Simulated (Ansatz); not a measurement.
**NiO: single-point calculation (part 1 of 2)**

- system: NiO (4 atoms in the cell)
- method: DFT r2SCAN+U, scalar-relativistic, plane waves, PAW, Ueff = 3 eV on Ni atom 1 d; Ueff = 3 eV on Ni atom 3 d, spin-polarised (Ansatz 0.2.0)

The structure derives from an entry of the Crystallography Open Database. It belongs to a series of runs on one base structure; here: natural orbitals of the symmetric run, filled by rank. Figures and captions count atoms from 1; the log counts them from 0 in places.

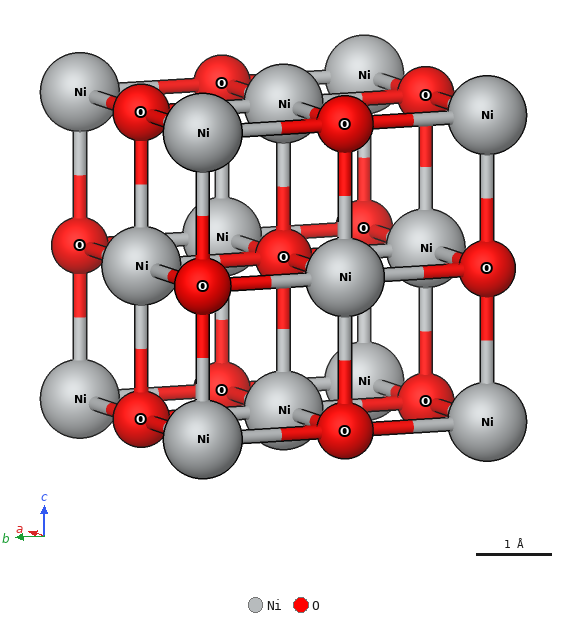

Figure 1. The structure as given in the input (ball-and-stick view of the cell 2 times as large as that of the calculation, set on its symmetry axes, seen at an oblique angle). Near neighbours in the crystal (not all of them lie inside the picture): Ni has 6 O at 2.09 Å; O has 6 Ni at 2.09 Å.

Input
```yaml
crystal:
  lattice:
    - [0.0, 2.09130951, 2.09130951]
    - [4.18261902, 2.09130951, 2.09130951]
    - [4.18261902, 4.18261902, 0.0]
  atoms:
    - { symbol: Ni, position: [0.0, 0.0, 0.0], spin: 2.0 }
    - { symbol: O, position: [0.5, 0.5, 0.0] }
    - { symbol: Ni, position: [0.0, 0.0, 0.5], spin: -2.0 }
    - { symbol: O, position: [0.5, 0.5, 0.5] }
basis:
  ecutwfc: 500
  ecutrho_ratio: 4
kpoints:
  mp_grid: { grid: [8, 8, 8] }
hamiltonian:
  xc: r2scan
  hubbard:
    sites:
      - { site: 0, l: d, u_eff: 3.0, starting_ns: [{ spin: up, occupation_matrix: s0up }, { spin: down, occupation_matrix: s0down }] }
      - { site: 2, l: d, u_eff: 3.0, starting_ns: [{ spin: up, occupation_matrix: s2up }, { spin: down, occupation_matrix: s2down }] }
    occupation_matrices:
      s0up:
        matrix:
          - [0.97, 0.0, 0.0, 0.0, 0.0]
          - [0.0, 0.97, 0.0, 0.0, 0.0]
          - [0.0, 0.0, 0.97, 0.0, 0.0]
          - [0.0, 0.0, 0.0, 0.97, 0.0]
          - [0.0, 0.0, 0.0, 0.0, 0.97]
      s0down:
        matrix:
          - [0.02, 0.0, 0.0, 0.0, 0.0]
          - [0.0, 0.97, 0.0, 0.0, 0.0]
          - [0.0, 0.0, 0.97, 0.0, 0.0]
          - [0.0, 0.0, 0.0, 0.02, 0.0]
          - [0.0, 0.0, 0.0, 0.0, 0.97]
      s2up:
        matrix:
          - [0.02, 0.0, 0.0, 0.0, 0.0]
          - [0.0, 0.97, 0.0, 0.0, 0.0]
          - [0.0, 0.0, 0.97, 0.0, 0.0]
          - [0.0, 0.0, 0.0, 0.02, 0.0]
          - [0.0, 0.0, 0.0, 0.0, 0.97]
      s2down:
        matrix:
          - [0.97, 0.0, 0.0, 0.0, 0.0]
          - [0.0, 0.97, 0.0, 0.0, 0.0]
          - [0.0, 0.0, 0.97, 0.0, 0.0]
          - [0.0, 0.0, 0.0, 0.97, 0.0]
          - [0.0, 0.0, 0.0, 0.0, 0.97]
    ns_hold: { iters: 10 }
scf:
  occupations: { method: gaussian, width: 0.05 }
  lower_state_search: "off"
  max_iter: 150
output:
  forces: true
  stress: true
  eigenvalues: true
  populations: true
  hubbard: { sites: [{ site: 0, l: d }, { site: 2, l: d }] }
  write_density: true
  write_potential: true
  elf: true
  volumetric_format: npy
magnetization:
  spin_polarized: true
```

Hardware: 4 threads of Arm Neoverse V1, 24 GiB of memory available, shared host.

Command:
```bash
ansatz run input.yaml --threads 4 --pin off --max-ram 6144MiB --backend cpu --events-out ev --progress --plain --runs-dir out
```

The program's output
```
basis.fft_grid_basis auto: the FFT boxes are laid along the combinations [[1, 0, 0], [-1, 1, 0], [0, -1, 1]] of the cell's own vectors, 2.958, 4.183 and 2.958 Å long. The dense box has 24×32×24 points. Along the cell's own vectors, as sized, it would have 24×40×45, 2.34 times as many. basis.fft_grid_basis: typed keeps the cell's own vectors: state it where this run's energies or levels are differenced outside the engine with another run's, or held beside a run that keeps those vectors. Those combinations have planes normal to reciprocal vector 3, as the cell's own vectors have. Each planar average written beside output.write_density, output.write_potential has a row for each plane of the box: 24. The volumetric files lie along those combinations, not along the cell's own vectors: a cube or XSF file states them, and fields.json those of NumPy files.
Ni: projections on atomic orbitals take those of the free atom [Ne] 3s2 3p6 3d8 4s2, of charge +0.00 (hamiltonian.pseudopotentials.projection_atoms); the dataset's partial waves leave at most 1.6e-6 of an orbital's norm unspanned inside its sphere
O: projections on atomic orbitals take those of the free atom [He] 2s2 2p4, of charge +0.00 (hamiltonian.pseudopotentials.projection_atoms); the dataset's partial waves leave at most 1.9e-8 of an orbital's norm unspanned inside its sphere
Engine: ansatz 0.2.0, aarch64-unknown-linux-gnu
Pseudopotentials: kind: paw
Pseudopotential: Ni, paw, valence charge 18, recommended cutoff 500 eV (meta_gga), Ni.paw.azcp
Pseudopotential: O, paw, valence charge 6, recommended cutoff 500 eV (meta_gga), O.paw.azcp
Functional definition: r2SCAN
  parameter k0 = 0.174
  parameter k1 = 0.065
  parameter a1 = 4.9479
  exchange = r2scan_x(k0 = k0, k1 = k1, a1 = a1)
  correlation = r2scan_c
Crystal: 4 atoms, lattice volume = 36.586 Å³
Basis set: ecut = 500 eV, 927 PW (Γ), FFT grids on a1, −a1+a2, −a2+a3, exchange–correlation on 96×128×96 points (64 copies of the dense FFT grid, shifted against one another)
Bands: 32, of which v1, the nominal top of the filled ones, is band 24 counted from 1 (23 counted from 0)
Symmetry: 16 space group operations
Space group: P4/mmm (ITA 123), of the structure as read, at distance tolerance 3.3e-5 Å
Magnetic group: BNS 123.350 (UNI 1010), of the structure as read, at distance tolerance 3.3e-5 Å
k-points: 75 of 512
Non-local potential: Ni, projectors of the file, l = 0: 3, l = 1: 2, l = 2: 3, l = 3: 1
Non-local potential: O, projectors of the file, l = 0: 2, l = 1: 2, l = 2: 1
PAW form: soft (Blöchl's): semilocal exchange-correlation on the pseudo side does not see the compensation charge
PAW frozen core: Ni, regenerated for the run's functional (the file was generated under x = pbe(κ = 0.804, μ = 0.2195149727645171), c = pbe(β = 0.06672455060314922))
PAW frozen core: O, regenerated for the run's functional (the file was generated under x = pbe(κ = 0.804, μ = 0.2195149727645171), c = pbe(β = 0.06672455060314922))
PAW one-centre angular grid: Ni, 590 points (default); XC on 160 Gauss nodes
PAW one-centre angular grid: O, 302 points (default); XC on 160 Gauss nodes
Initial density: superposition of atomic densities (chi_scale 0.1, normalization cell, long waves kept (reshape's long-wave potential 0.00 eV rms))
Starting moments: Σ|m| = 4 μB on 2 of 4 sites
Starting magnetic order: antiferromagnet; a translation exchanges its spin sublattices: spin-degenerate at every k-point
Initial wavefunctions: pseudopotential atomic-orbital guess
Functional: x = r2scan, c = r2scan; τ floored in thin density (d = 2e-4 eV/Å³)
SCF iter   1: F=—  HF=-12826.022806 eV  |F-HF|=—  |Δ(HF+E_count)|=         —  Δρ=2.05e-1 (↑2.05e-1 ↓2.05e-1)  dr2=3.29e1  dr2_τ=1.13e-1  dr2_m=3.68e0  M=0.000 μB ∫|m|=1.983 μB  β_m=0.30  ethr=3.10e-3  ⟨swp⟩=5.3  Hψ=8690  notcnv=0  defer=8
preconditioner: auto → none  [insulator: Δε(μ)=0.079 eV  Ē_g=15.320 eV  σ=0.050 eV  W_gap=0.51  n_scr=14 (ndim 8)  ℏωp=34.7 eV  f_vac=0.000  D(μ)=2.12/eV (n_scr^D=20)  ε∞_Penn≈6.1]
SCF iter   2: F=—  HF=-12826.665084 eV  |F-HF|=—  |Δ(HF+E_count)|=   6.42e-1  Δρ=1.26e-1 (↑1.26e-1 ↓1.26e-1)  dr2=1.18e1  dr2_τ=3.62e-1  dr2_m=1.26e0  M=0.000 μB ∫|m|=3.904 μB  β_m=1.00  ethr=3.10e-3  ⟨swp⟩=4.1  Hψ=6433  notcnv=0  defer=176  κ⁻¹=1.0e0(r=1)
SCF iter   3: F=—  HF=-12824.123105 eV  |F-HF|=—  |Δ(HF+E_count)|=    2.54e0  Δρ=4.84e-2 (↑4.84e-2 ↓4.84e-2)  dr2=1.69e0  dr2_τ=3.42e-2  dr2_m=6.64e-3  M=0.000 μB ∫|m|=3.867 μB  β_m=0.30  ethr=3.10e-3  ⟨swp⟩=3.1  Hψ=5499  notcnv=0  defer=248  κ⁻¹=1.7e-3(r=2)
SCF iter   4: F=—  HF=-12825.078652 eV  |F-HF|=—  |Δ(HF+E_count)|=   9.56e-1  Δρ=2.99e-2 (↑2.99e-2 ↓2.99e-2)  dr2=5.97e-1  dr2_τ=2.70e-2  dr2_m=3.10e-2  M=0.000 μB ∫|m|=3.773 μB  β_m=0.30  ethr=3.10e-3  ⟨swp⟩=3.0  Hψ=4585  notcnv=0  defer=263  κ⁻¹=3.1e-4(r=3)
SCF iter   5: F=—  HF=-12825.499520 eV  |F-HF|=—  |Δ(HF+E_count)|=   4.21e-1  Δρ=2.04e-2 (↑2.04e-2 ↓2.04e-2)  dr2=3.59e-1  dr2_τ=9.57e-3  dr2_m=2.24e-3  M=0.000 μB ∫|m|=3.846 μB  β_m=1.00  ethr=1.24e-3  ⟨swp⟩=3.6  Hψ=4994  notcnv=0  defer=253  κ⁻¹=9.1e-5(r=4)
SCF iter   6: F=—  HF=-12825.698583 eV  |F-HF|=—  |Δ(HF+E_count)|=   1.99e-1  Δρ=4.11e-3 (↑4.11e-3 ↓4.11e-3)  dr2=1.75e-2  dr2_τ=1.00e-3  dr2_m=6.47e-4  M=0.000 μB ∫|m|=3.833 μB  β_m=0.30  ethr=7.48e-4  ⟨swp⟩=2.4  Hψ=3893  notcnv=0  defer=253  κ⁻¹=1.5e-7(r=5)
SCF iter   7: F=—  HF=-12825.818465 eV  |F-HF|=—  |Δ(HF+E_count)|=   1.20e-1  Δρ=2.13e-3 (↑2.13e-3 ↓2.13e-3)  dr2=3.72e-3  dr2_τ=2.94e-5  dr2_m=5.12e-4  M=0.000 μB ∫|m|=3.831 μB  β_m=0.30  ethr=3.64e-5  ⟨swp⟩=2.0  Hψ=4742  notcnv=0  defer=255  κ⁻¹=3.1e-8(r=6)
SCF iter   8: F=—  HF=-12825.881755 eV  |F-HF|=—  |Δ(HF+E_count)|=   6.33e-2  Δρ=1.13e-3 (↑1.13e-3 ↓1.13e-3)  dr2=8.81e-5  dr2_τ=2.05e-5  dr2_m=3.85e-4  M=0.000 μB ∫|m|=3.829 μB  β_m=0.30  ethr=7.76e-6  ⟨swp⟩=2.0  Hψ=4199  notcnv=0  defer=255  κ⁻¹=1.8e-8(r=7)
SCF iter   9: F=—  HF=-12825.913909 eV  |F-HF|=—  |Δ(HF+E_count)|=   3.22e-2  Δρ=7.64e-4 (↑7.64e-4 ↓7.64e-4)  dr2=8.19e-6  dr2_τ=5.17e-6  dr2_m=1.92e-4  M=0.000 μB ∫|m|=3.830 μB  β_m=0.30  ethr=1.84e-7  ⟨swp⟩=2.8  Hψ=4349  notcnv=0  defer=255  κ⁻¹=9.7e-11(r=8)
SCF iter  10: F=—  HF=-12825.930180 eV  |F-HF|=—  |Δ(HF+E_count)|=   1.63e-2  Δρ=5.71e-4 (↑5.71e-4 ↓5.71e-4)  dr2=3.74e-6  dr2_τ=3.28e-6  dr2_m=1.08e-4  M=0.000 μB ∫|m|=3.830 μB  β_m=0.30  ethr=1.71e-8  ⟨swp⟩=3.0  Hψ=5813  notcnv=0  defer=255
Mixer restart at iter 10: flushing history
spin-set hold released at iteration 10 (site moments contracting): the magnetisation degrees of freedom join the quasi-Newton model from the next iteration; the mixer history was flushed
SCF iter  11: F=—  HF=-12825.938468 eV  |F-HF|=—  |Δ(HF+E_count)|=   8.29e-3  Δρ=4.37e-4 (↑4.37e-4 ↓4.37e-4)  dr2=5.90e-6  dr2_τ=2.16e-6  dr2_m=6.19e-5  M=0.000 μB ∫|m|=3.830 μB  β_m=0.30  ethr=7.78e-9  ⟨swp⟩=3.0  Hψ=5858  notcnv=0  defer=255  κ⁻¹=1.0e0(r=1)
Mixer restart at iter 11: flushing history
SCF iter  12: F=-12826.027608 eV  HF=-12825.938489 eV  |F-HF|=8.91e-2  |Δ(HF+E_count)|=         —  Δρ=4.37e-4 (↑4.37e-4 ↓4.37e-4)  dr2=5.86e-6  dr2_τ=2.16e-6  dr2_m=6.19e-5  M=0.000 μB ∫|m|=3.830 μB  β_m=0.30  ethr=7.78e-9  ⟨swp⟩=1.0  Hψ=2145  notcnv=0  defer=255
SCF iter  13: F=-12826.029540 eV  HF=-12825.984323 eV  |F-HF|=4.52e-2  |Δ(HF+E_count)|=   4.58e-2  Δρ=9.04e-4 (↑9.04e-4 ↓9.04e-4)  dr2=3.54e-4  dr2_τ=5.93e-6  dr2_m=1.74e-4  M=0.000 μB ∫|m|=3.826 μB  β_m=0.30  ethr=7.78e-9  ⟨swp⟩=3.0  Hψ=5591  notcnv=0  defer=255  κ⁻¹=1.0e0(r=1)
SCF iter  14: F=-12826.031406 eV  HF=-12826.031150 eV  |F-HF|=2.56e-4  |Δ(HF+E_count)|=   4.68e-2  Δρ=1.08e-3 (↑1.08e-3 ↓1.08e-3)  dr2=5.71e-5  dr2_τ=2.26e-5  dr2_m=3.53e-4  M=0.000 μB ∫|m|=3.819 μB  β_m=0.30  ethr=7.78e-9  ⟨swp⟩=4.0  Hψ=6730  notcnv=0  defer=255  κ⁻¹=1.7e-2(r=2)
SCF iter  15: F=-12826.031477 eV  HF=-12826.031373 eV  |F-HF|=1.03e-4  |Δ(HF+E_count)|=   2.23e-4  Δρ=8.43e-4 (↑8.43e-4 ↓8.43e-4)  dr2=4.55e-5  dr2_τ=2.16e-6  dr2_m=2.21e-4  M=0.000 μB ∫|m|=3.818 μB  β_m=0.30  ethr=7.78e-9  ⟨swp⟩=2.1  Hψ=3974  notcnv=0  defer=255  κ⁻¹=1.2e-3(r=3)
SCF iter  16: F=-12826.031506 eV  HF=-12826.031497 eV  |F-HF|=9.10e-6  |Δ(HF+E_count)|=   1.23e-4  Δρ=2.24e-4 (↑2.24e-4 ↓2.24e-4)  dr2=4.94e-7  dr2_τ=2.87e-7  dr2_m=1.63e-5  M=0.000 μB ∫|m|=3.818 μB  β_m=0.30  ethr=7.78e-9  ⟨swp⟩=3.0  Hψ=4430  notcnv=0  defer=255  κ⁻¹=2.7e-4(r=4)
SCF iter  17: F=-12826.031509 eV  HF=-12826.031508 eV  |F-HF|=8.72e-7  |Δ(HF+E_count)|=   1.12e-5  Δρ=7.62e-5 (↑7.62e-5 ↓7.62e-5)  dr2=5.88e-7  dr2_τ=5.97e-8  dr2_m=1.76e-6  M=0.000 μB ∫|m|=3.818 μB  β_m=0.30  ethr=1.03e-9  ⟨swp⟩=2.9  Hψ=4287  notcnv=0  defer=255  κ⁻¹=4.3e-6(r=5)
SCF iter  18: F=-12826.031509 eV  HF=-12826.031509 eV  |F-HF|=3.97e-8  |Δ(HF+E_count)|=   1.59e-6  Δρ=1.61e-5 (↑1.61e-5 ↓1.61e-5)  dr2=5.81e-8  dr2_τ=2.51e-9  dr2_m=7.11e-8  M=0.000 μB ∫|m|=3.818 μB  β_m=0.30  ethr=2.08e-10  ⟨swp⟩=12.1  Hψ=19545  notcnv=0  κ⁻¹=2.2e-7(r=6)
SCF iter  19: F=-12826.031509 eV  HF=-12826.031509 eV  |F-HF|=1.15e-9  |Δ(HF+E_count)|=   5.03e-9  Δρ=1.20e-5 (↑1.20e-5 ↓1.20e-5)  dr2=3.34e-8  dr2_τ=1.32e-9  dr2_m=3.79e-8  M=0.000 μB ∫|m|=3.818 μB  ethr=1.21e-10  ⟨swp⟩=8.1  Hψ=14797  notcnv=0
SCF 1 converged in 19 iterations: F = -12826.031509 eV  dr2 = 3.34e-8
  greatest PAW one-centre occupation: 1.003 electrons in one spin orbital (limit 2), on the Ni atom at site 2 (counted from 0), in its partial waves of l = 1
```

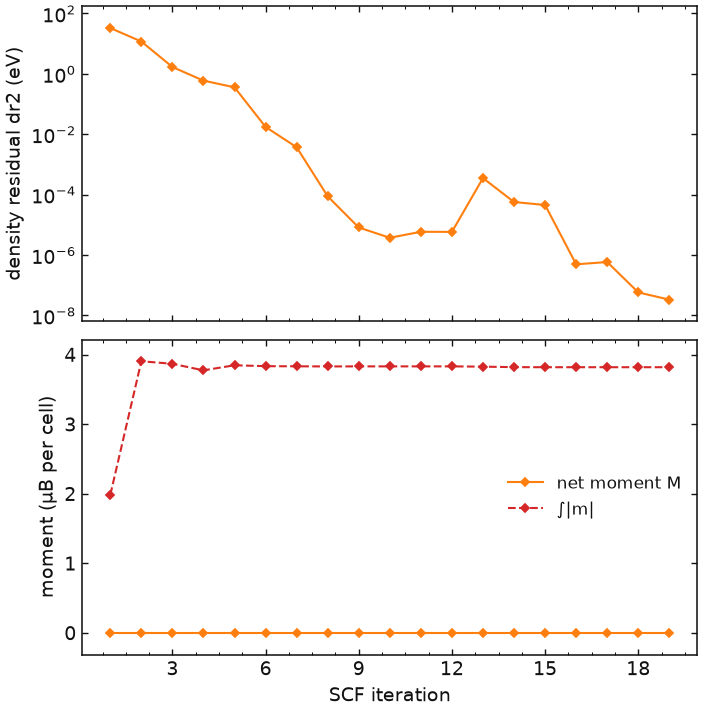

Figure 2. Convergence of the self-consistent field: density residual dr2 and magnetic moment against the SCF iteration. The residual comes down, with one marked jump up, by a factor of about 60, at step 13. The net moment stays at 0.0 μB per cell.
